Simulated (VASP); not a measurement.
ZnO (space group Fm-3m, No. 225). Coordinates: a cell listed in the Materials Project, as set up for an electronic-structure calculation.

```
CELL_PARAMETERS angstrom
4.33888 0.00000 0.00000
0.00000 4.33888 0.00000
0.00000 0.00000 4.33888
ATOMIC_POSITIONS crystal
Zn 0.00000 0.00000 0.00000
O 0.50000 0.00000 0.00000
Zn 0.00000 0.50000 0.50000
O 0.50000 0.50000 0.50000
Zn 0.50000 0.00000 0.50000
O 0.00000 0.00000 0.50000
Zn 0.50000 0.50000 0.00000
O 0.00000 0.50000 0.00000
```

Bonds are taken as O–Zn below 2.4 Å; no other contact counts. The graph is simplified in the usual way: terminal and isolated atoms are pruned, two-connected atoms become edges.

What net does this leave?

The result is a uninodal 6-connected, three-periodic net: Zn and O are 6-connected nodes. It is the pcu net, known from NaCl, ReO3 and the B-X framework of perovskite. It is a single net, without interpenetration.

```json
{"node": "Zn and O", "links": "6", "point symbol": "4^12.6^3", "coordination sequence": "6 18 38 66"}
```

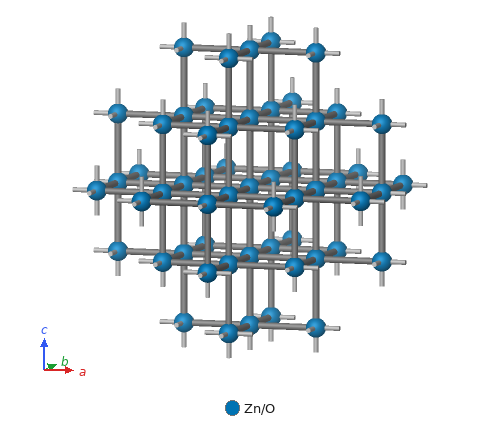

Nodes are coloured by topological kind. Edges to nodes outside the piece are drawn as stubs.
